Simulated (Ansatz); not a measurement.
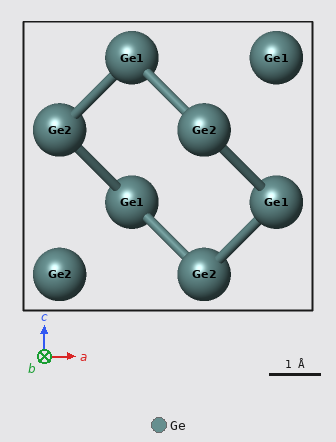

Figure 1. The input geometry of run A (ball-and-stick view of the cell 4 times as large as that of the calculation, set on its symmetry axes, along the b axis; atoms are numbered from 1 in the order of the input). An atom can appear more than once, as a periodic image. Near neighbours in the periodic cell (some may lie outside the picture): Ge has 4 Ge at 2.49 Å.

## Mending a single-point calculation on Ge

System: Ge (2 atoms in the cell).
Method of run A: DFT, PBE, all-electron LAPW (Ansatz 0.2.0).

The structure was built on a prototype by a generator; it need not be a known phase. Text and figures count atoms from 1; the logs count them from 0 in places.

Input, run A:
```yaml
crystal:
  lattice:
    - [0.0, 2.8744485395, 2.8744485395]
    - [2.8744485395, 0.0, 2.8744485395]
    - [2.8744485395, 2.8744485395, 0.0]
  atoms:
    - { symbol: Ge, position: [-0.125, -0.125, -0.125] }
    - { symbol: Ge, position: [0.125, 0.125, 0.125] }
kpoints:
  mp_grid: { grid: [9, 9, 9] }
scf:
  occupations: { method: fermi_dirac, width: 0.3 }
  n_extra_bands: 0
  max_iter: 50
hamiltonian:
  xc: pbe
  pseudopotentials: { kind: all_electron, lapw: { basis_error: 0.001 } }
output:
  forces: true
  stress: true
  eigenvalues: true
  populations: true
```

Command:
```bash
ansatz run input.yaml --threads 1 --pin off --max-ram 2048MiB --backend cpu --events-out ev --progress --plain --runs-dir out
```

Hardware: 1 thread of Arm Neoverse V1, 24 GiB of memory available, shared host.

Output (run A):
```
Error: inconsistent input (scf.n_extra_bands, scf.occupations.method): n_bands = 22 leaves no empty band above the 22 bands per channel that the deck's 44 electrons occupy, and the occupations search for the Fermi level (a smearing at a finite width, or tetrahedra): a level found among occupied bands alone can fill a metal as an insulator; raise scf.n_extra_bands until at least 23 bands are solved (omitted, it auto-derives to 29) (see scf.n_extra_bands in the input reference)
```

Question: What went wrong, and how is the input to be mended?

Answer: This input holds a deliberate fault: too few bands (`scf.n_extra_bands` and `scf.occupations`). Smearing needs empty bands above the Fermi level. The program refused the input: “inconsistent input (scf.n_extra_bands, scf.occupations.method): n_bands = 22 leaves no empty band above the 22 bands per channel that the deck's 44 electrons occupy, and the occupations search for the Fermi level (a smearing at a finite width, or tetrahedra): a level found among occupied bands alone can fill a metal as an insulator …”

A run of the same system that converges differs from this input as follows (lines with − go, lines with + come):
```diff
-  occupations: { method: fermi_dirac, width: 0.3 }
-  n_extra_bands: 0
-  max_iter: 50
+  occupations: { method: fermi_dirac, width: 0.05 }
```

Output, shortened to warnings, some set-up lines, iterations and results (run B):
```
Basis set: ecut = 303.807629201224 eV, 537 PW (Γ), exchange–correlation at level 2
Symmetry: 48 space group operations
k-points: 35 of 729
Initial density: superposition of atomic densities (chi_scale 0.1, normalization cell)
[...]
SCF iter   1: F=—  HF=-114232.676561 eV  |F-HF|=—  |Δ(HF+E_count)|=         —  Δρ=2.71e-2  dr2=3.99e-1  ethr=9.02e-4  ⟨swp⟩=2.1  Hψ=5800  notcnv=0
SCF iter   2: F=—  HF=-114232.653469 eV  |F-HF|=—  |Δ(HF+E_count)|=   2.31e-2  Δρ=1.93e-2  dr2=2.47e-1  ethr=9.02e-4  ⟨swp⟩=2.0  Hψ=2640  notcnv=0
SCF iter   3: F=—  HF=-114232.640373 eV  |F-HF|=—  |Δ(HF+E_count)|=   1.31e-2  Δρ=6.66e-3  dr2=4.52e-2  ethr=5.62e-4  ⟨swp⟩=2.0  Hψ=2800  notcnv=0
SCF iter   4: F=—  HF=-114232.607678 eV  |F-HF|=—  |Δ(HF+E_count)|=   3.27e-2  Δρ=3.98e-3  dr2=1.47e-2  ethr=1.03e-4  ⟨swp⟩=2.0  Hψ=2628  notcnv=0
SCF iter   5: F=—  HF=-114232.609344 eV  |F-HF|=—  |Δ(HF+E_count)|=         —  Δρ=1.41e-3  dr2=1.40e-3  ethr=3.18e-6  ⟨swp⟩=2.0  Hψ=4740  notcnv=0
SCF iter   6: F=—  HF=-114232.611290 eV  |F-HF|=—  |Δ(HF+E_count)|=   1.95e-3  Δρ=4.25e-4  dr2=8.46e-5  ethr=3.17e-6  ⟨swp⟩=3.0  Hψ=2830  notcnv=0
SCF iter   7: F=—  HF=-114232.611528 eV  |F-HF|=—  |Δ(HF+E_count)|=   2.38e-4  Δρ=4.84e-5  dr2=6.85e-7  ethr=1.92e-7  ⟨swp⟩=3.0  Hψ=2776  notcnv=0
SCF iter   8: F=-114232.611534 eV  HF=-114232.611534 eV  |F-HF|=4.08e-7  |Δ(HF+E_count)|=   5.71e-6  Δρ=1.31e-5  dr2=6.48e-8  ethr=1.56e-9  ⟨swp⟩=3.0  Hψ=2773  notcnv=0
SCF 1 converged in 8 iterations: F = -114232.611534 eV  dr2 = 6.48e-8
SCF converged after 8 iterations
Free energy (F): -114232.611534 eV
Harris-Foulkes:  -114232.611534 eV  (|F-HF|=4.08e-7)
Internal energy: -114232.610633 eV  (E = F + TS)
E sigma→0 (E₀):  -114232.611083 eV
Entropy (-TS):   -0.000902 eV (-0.451 meV/atom)
Fermi energy:    9.272846 eV
--- Per-component energies (eV) ---
  E_band       = -2112.639248
  E_kinetic    = 116627.782164
  E_xc         = -4340.225687
  E_electrostatic = -226520.167110  (all electrons and nuclei)
  E_smearing   = -0.000902  (= −TS)
  E_closure    = 0.000000  (closes the sum)
  E_atoms      = -114223.599835  (free atoms, spherical and without spin; not in F)
  Σ components = -114232.611534   (vs F -114232.611534, Δ=0.00e0)
  Basis errors (estimates in eV, not in F): energy 4.4e-4 per atom: plane waves 4.0e-4 (2.3e-4 summed), levels above the bands 8.5e-68, relativity 1.9e-8, radial functions 4.5e-5, core shells 1.9e-11; eigenvalues (radial functions only) 5.1e-7; not estimated: angular momenta, meshes, grids; target …
--- Forces (eV/Å), atoms counted from 1 ---
  atom   1  Ge     0.00000000     0.00000000     0.00000000
  atom   2  Ge    -0.00000000     0.00000000     0.00000000
  max |Σ_I F_I| component: 1.16e-18 eV/Å
--- Stress (GPa, compression-positive) ---
        0.396180      -0.000000       0.000000
       -0.000000       0.396180       0.000000
        0.000000       0.000000       0.396180
  P = ⅓ Tr σ = 0.3962 GPa (3.962 kbar)
--- Löwdin populations: 2 sites ---
  site symbol       q [e]
     0     Ge     31.9786
     1     Ge     31.9786
  spilling = 0.000669 (of n_electrons = 64.000000)
```

The two runs side by side:

| quantity | run A | run B |
| --- | --- | --- |
| outcome | refused | converged |
| free energy per atom (eV) | – | −57116.3058 |
| pressure (GPa) | – | 0.40 |
| volume per atom (Å³) | – | 23.75 |
| largest force (eV/Å) | – | 0.000 |
| SCF iterations | – | 8 |
| irreducible k-points | – | 35 |
| plane waves at Γ | – | 537 |
